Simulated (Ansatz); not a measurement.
# Single-point calculation of Ta₁₆H₃N₁₇ (part 2 of 2)

Ta₁₆H₃N₁₇ (slab, 36 atoms in the cell); DFT PBE, scalar-relativistic, plane waves, PAW, no spin polarisation (Ansatz 0.2.0); cutoff 420 eV, 4×3×1 k-mesh, Gaussian smearing of 0.1 eV. The structure derives from an entry of the Crystallography Open Database. It belongs to a series of runs on one base structure; here: the whole at its places in the relaxed adsorbed structure.

Output, continued:
```
  k-point 0: bands = ["-64.5745", "-64.5706", "-64.5403", "-64.5371", "-64.5008", "-64.4968", "-64.4584", "-64.3782", "-64.2862", "-64.2512", "-64.2151", "-64.1793", "-64.1252", "-64.1078", "-64.0912", "-64.0761", "-31.5715", "-31.5171", "-31.4423", "-31.4218", "-31.3669", "-31.3548", "-31.3421", "-31.3075", "-31.2825", "-31.2807", "-31.2646", "-31.2060", "-31.2050", "-31.1913", "-31.1873", "-31.1827", "-31.1816", "-31.1022", "-31.0964", "-31.0799", "-30.9642", "-30.9484", "-30.9328", "-30.9121",
      "-30.9024", "-30.8968", "-30.8300", "-30.8037", "-30.7864", "-30.7859", "-30.7731", "-30.7316", "-30.6850", "-30.6814", "-30.6335", "-30.5817", "-30.5660", "-30.5641", "-30.5553", "-30.5546", "-30.5534", "-30.5410", "-30.5398", "-30.4939", "-30.4765", "-30.4232", "-30.3083", "-30.2736", "-15.8125", "-12.9795", "-11.9073", "-11.5604", "-11.5250", "-11.4200", "-11.4155", "-11.3056", "-11.3031", "-11.0938", "-10.6916", "-10.6642", "-10.5364", "-10.5306", "-10.2345", "-10.1761",
      "-10.1317", "-5.9863", "-5.9764", "-4.2448", "-3.5698", "-3.5295", "-3.5190", "-3.1111", "-2.8871", "-2.8616", "-2.8406", "-2.7224", "-2.6585", "-2.4494", "-2.3296", "-2.2120", "-2.1898", "-2.0650", "-1.9070", "-1.9038", "-1.5595", "-1.3491", "-1.3456", "-1.2592", "-0.9838", "-0.9474", "-0.9004", "-0.8492", "-0.7702", "-0.7675", "-0.7533", "-0.5064", "-0.5031", "-0.4336", "-0.3398", "-0.2153", "-0.1932", "0.0257", "0.0839", "0.0864",
      "0.2272", "0.2617", "0.2908", "0.3020", "0.5073", "0.5215", "0.6489", "0.8104", "1.0170", "1.1095", "1.1256", "1.3615", "1.4501", "1.5918", "1.8648", "1.8868", "2.0590", "2.3620", "2.7187", "2.7481", "3.1289", "3.3576", "3.4395", "3.4437", "3.7586", "3.9863", "4.2378", "4.3289", "4.4168", "4.4181", "4.5194", "4.6313", "4.6701", "4.7585", "5.0640", "5.2782", "5.6154", "5.7737", "5.8138", "5.8243",
      "5.9641", "6.1189", "6.2948", "6.3041", "6.5906", "6.6426", "6.6916", "6.8659", "6.9189", "6.9512", "6.9860", "7.0316", "7.0889", "7.1313", "7.2807", "7.2982", "7.4182", "7.4547", "7.5272", "7.5438", "7.6083", "7.7503", "7.8489", "7.9460"]
  k-point 1: bands = ["-64.5742", "-64.5709", "-64.5403", "-64.5371", "-64.5002", "-64.4974", "-64.4584", "-64.3782", "-64.2862", "-64.2512", "-64.2152", "-64.1793", "-64.1245", "-64.1083", "-64.0912", "-64.0761", "-31.5694", "-31.5134", "-31.4320", "-31.3873", "-31.3649", "-31.3562", "-31.3397", "-31.3049", "-31.3036", "-31.2831", "-31.2781", "-31.2301", "-31.2050", "-31.2044", "-31.1753", "-31.1725", "-31.1708", "-31.1434", "-31.1100", "-31.0875", "-30.9451", "-30.9302", "-30.9299", "-30.9125",
      "-30.9045", "-30.8985", "-30.8282", "-30.7973", "-30.7919", "-30.7876", "-30.7742", "-30.7340", "-30.6774", "-30.6462", "-30.6259", "-30.5909", "-30.5760", "-30.5744", "-30.5685", "-30.5612", "-30.5472", "-30.5399", "-30.5390", "-30.4815", "-30.4771", "-30.4319", "-30.3020", "-30.2784", "-15.8124", "-12.7340", "-12.1290", "-11.7409", "-11.4407", "-11.4075", "-11.4008", "-11.3066", "-11.3040", "-10.9932", "-10.7970", "-10.5664", "-10.5341", "-10.5283", "-10.3254", "-10.1815",
      "-10.1274", "-5.9856", "-5.9758", "-3.9307", "-3.5673", "-3.5256", "-3.4228", "-3.4126", "-3.2778", "-3.2527", "-2.8695", "-2.7523", "-2.6396", "-2.6206", "-2.3741", "-2.3435", "-2.3077", "-2.1031", "-2.0906", "-1.8934", "-1.7364", "-1.2206", "-1.1384", "-1.1297", "-0.8527", "-0.7773", "-0.7554", "-0.7178", "-0.7107", "-0.5989", "-0.5971", "-0.3142", "-0.2567", "-0.2203", "-0.1383", "-0.1089", "-0.0466", "-0.0142", "0.1374", "0.1608",
      "0.1690", "0.2628", "0.2701", "0.4278", "0.4689", "0.5590", "0.5709", "0.7954", "0.8200", "0.8475", "1.0028", "1.3918", "1.4620", "1.4998", "2.3564", "2.3973", "2.4026", "2.6758", "2.8265", "2.8305", "3.1163", "3.1822", "3.2986", "3.3097", "3.7522", "3.8846", "4.0829", "4.1291", "4.1304", "4.2481", "4.6891", "4.7112", "4.7859", "4.8299", "4.9092", "5.3217", "5.4613", "5.4779", "5.5221", "5.7981",
      "5.8711", "5.9023", "5.9922", "6.2451", "6.3301", "6.5400", "6.6428", "6.7796", "6.8595", "6.9725", "7.0220", "7.0387", "7.0671", "7.1679", "7.2268", "7.2586", "7.3054", "7.4145", "7.5766", "7.6484", "7.7167", "7.7517", "7.7992", "7.8300"]
  k-point 2: bands = ["-64.5694", "-64.5657", "-64.5453", "-64.5421", "-64.4987", "-64.4918", "-64.4642", "-64.3796", "-64.2811", "-64.2564", "-64.2100", "-64.1845", "-64.1201", "-64.1033", "-64.0961", "-64.0807", "-31.4813", "-31.4299", "-31.4190", "-31.3866", "-31.3532", "-31.3348", "-31.3237", "-31.2729", "-31.2690", "-31.2570", "-31.2390", "-31.1922", "-31.1895", "-31.1847", "-31.1795", "-31.1278", "-31.1169", "-31.1049", "-31.1001", "-31.0690", "-30.9647", "-30.9583", "-30.9473", "-30.9351",
      "-30.8927", "-30.8814", "-30.8719", "-30.8505", "-30.8156", "-30.8089", "-30.7978", "-30.7643", "-30.6669", "-30.6617", "-30.6547", "-30.6455", "-30.6224", "-30.6153", "-30.5713", "-30.5656", "-30.5552", "-30.5435", "-30.5363", "-30.5151", "-30.4960", "-30.4358", "-30.3923", "-30.3559", "-15.8117", "-12.7456", "-11.7782", "-11.6397", "-11.5927", "-11.4750", "-11.3930", "-11.3721", "-11.3008", "-11.0287", "-10.6413", "-10.6371", "-10.6113", "-10.5367", "-10.2697", "-10.2088",
      "-10.1565", "-5.9885", "-5.9792", "-3.9241", "-3.3470", "-3.3058", "-3.2932", "-2.9439", "-2.9187", "-2.8756", "-2.7873", "-2.6157", "-2.5289", "-2.4360", "-2.2655", "-2.1629", "-2.0883", "-2.0239", "-1.9291", "-1.8800", "-1.6432", "-1.5522", "-1.2745", "-1.2662", "-1.1445", "-1.0517", "-0.9382", "-0.8920", "-0.8723", "-0.6635", "-0.5703", "-0.5509", "-0.5186", "-0.4979", "-0.3682", "-0.3345", "-0.1656", "-0.0026", "0.0436", "0.1390",
      "0.1721", "0.2567", "0.3078", "0.4120", "0.4610", "0.4769", "0.6537", "0.6878", "0.7031", "0.7919", "0.9902", "1.0286", "1.7134", "2.0509", "2.1902", "2.2694", "2.4763", "2.5113", "2.7743", "2.8501", "2.9610", "3.2351", "3.2987", "3.4070", "3.5746", "4.0336", "4.1547", "4.1665", "4.1986", "4.2815", "4.3770", "4.5097", "4.6308", "4.7690", "5.1051", "5.3894", "5.4213", "5.4866", "5.5495", "5.7433",
      "5.7970", "5.9402", "6.0938", "6.1785", "6.2905", "6.5657", "6.7612", "6.8293", "6.8817", "6.9109", "6.9406", "6.9724", "7.0240", "7.1867", "7.2277", "7.3067", "7.3931", "7.4888", "7.5325", "7.5451", "7.6249", "7.7155", "7.7599", "7.8114"]
  k-point 6: bands = ["-64.5576", "-64.5570", "-64.5547", "-64.5532", "-64.4969", "-64.4794", "-64.4768", "-64.3812", "-64.2688", "-64.2687", "-64.1991", "-64.1955", "-64.1087", "-64.1073", "-64.0941", "-64.0901", "-31.3729", "-31.3570", "-31.3429", "-31.3356", "-31.3224", "-31.3003", "-31.2759", "-31.2688", "-31.2576", "-31.2403", "-31.2297", "-31.1999", "-31.1793", "-31.1750", "-31.1487", "-31.1402", "-31.0961", "-31.0806", "-31.0603", "-31.0411", "-30.9706", "-30.9676", "-30.9462", "-30.9406",
      "-30.8850", "-30.8826", "-30.8691", "-30.8609", "-30.8487", "-30.8470", "-30.8292", "-30.8265", "-30.7194", "-30.7154", "-30.7120", "-30.6618", "-30.6233", "-30.5984", "-30.5925", "-30.5877", "-30.5746", "-30.5704", "-30.5586", "-30.5315", "-30.5028", "-30.4846", "-30.4540", "-30.4374", "-15.8111", "-12.2588", "-12.0118", "-11.8066", "-11.5792", "-11.4440", "-11.4280", "-11.3482", "-11.2973", "-10.9001", "-10.7703", "-10.6687", "-10.5171", "-10.4916", "-10.3652", "-10.2651",
      "-10.1471", "-5.9945", "-5.9783", "-3.3894", "-3.1783", "-3.0862", "-2.9636", "-2.9391", "-2.8859", "-2.8118", "-2.5406", "-2.5253", "-2.4874", "-2.4297", "-2.3309", "-2.2565", "-2.0445", "-1.9400", "-1.9130", "-1.8126", "-1.6828", "-1.5966", "-1.4963", "-1.3318", "-1.2211", "-1.0680", "-1.0090", "-0.9743", "-0.9483", "-0.7779", "-0.7469", "-0.6407", "-0.4378", "-0.3398", "-0.3253", "-0.2759", "-0.1029", "-0.0285", "-0.0005", "0.1497",
      "0.2065", "0.2356", "0.2581", "0.3268", "0.3402", "0.4181", "0.5322", "0.6868", "0.6950", "0.7747", "0.8678", "1.0660", "2.0099", "2.1867", "2.3751", "2.5987", "2.6792", "2.7865", "2.8480", "2.9752", "3.1223", "3.1532", "3.1843", "3.3064", "3.4130", "3.6750", "3.8950", "3.8985", "3.9452", "3.9746", "4.0285", "4.5253", "4.9635", "5.0275", "5.1315", "5.1840", "5.2057", "5.3670", "5.4655", "5.5885",
      "5.7393", "5.8348", "5.9836", "6.1530", "6.2248", "6.3509", "6.4256", "6.4731", "6.5474", "6.5979", "6.6910", "6.7959", "6.9248", "6.9697", "7.1311", "7.1786", "7.2588", "7.3856", "7.4694", "7.4960", "7.5072", "7.6117", "7.6613", "7.7278"]
```

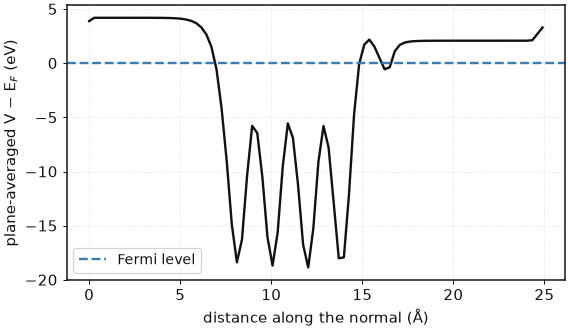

Fig. 1: Plane average of the electrostatic potential energy of an electron across the cell, from the Fermi level. The vacuum level lies 2.08 eV above the Fermi level on the upper side and 4.19 eV on the lower.

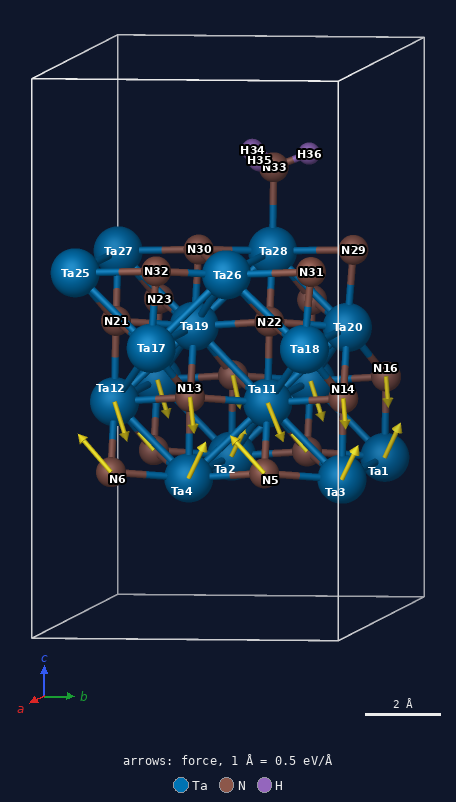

Fig. 2: Forces on the atoms as yellow arrows (ball-and-stick view of the cell of the calculation, with the vacuum cut short, seen slightly off an axis; atoms are numbered from 1 in the order of the input); the smallest are left out. The largest act on N7 (0.72 eV/Å); N5 (0.70 eV/Å); N6, N8 (0.69 eV/Å); Ta4 (0.59 eV/Å), among others. The geometry is not a stationary point of this energy.

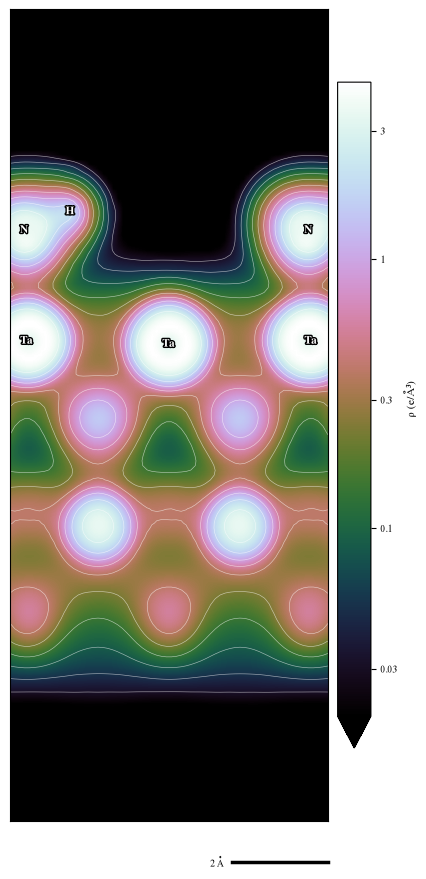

Fig. 3: Valence electron density on the (010) plane of the calculation cell, a cut from vacuum to vacuum. The section cuts through Ta, N and H sites. N–H (1.02 Å): ρ is about 2.9 e/Å³ halfway. Ta–N (2.30 Å): ρ is about 0.46 e/Å³ halfway. The density dies away to nearly zero in the vacuum. Core electrons are frozen (PAW), so the fields are smoothed inside the atomic spheres.

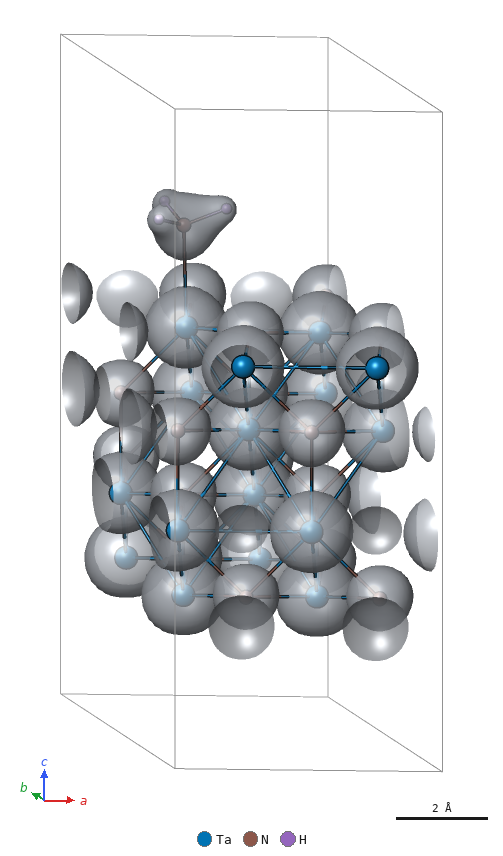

Fig. 4: Isosurface of the valence pseudo-density at 1 e/Å³ (grey), seen slightly off an axis. Sticks mark near contacts. At this value the density breaks into separate islands; it holds about 60 % of the electrons treated as valence (semicore included). It is pinched off along the Ta–N (2.07 Å), Ta–Ta (2.85 Å) and Ta–N (2.14 Å) contacts. On the grid the lowest density along these lines, outside the cores, is 2.2 e/Å³ (N–H, 1.02 Å), 0.8 e/Å³ (Ta–N, 2.07 Å), 0.35 e/Å³ (Ta–Ta, 2.85 Å) and 0.66 e/Å³ (Ta–N, 2.14 Å).
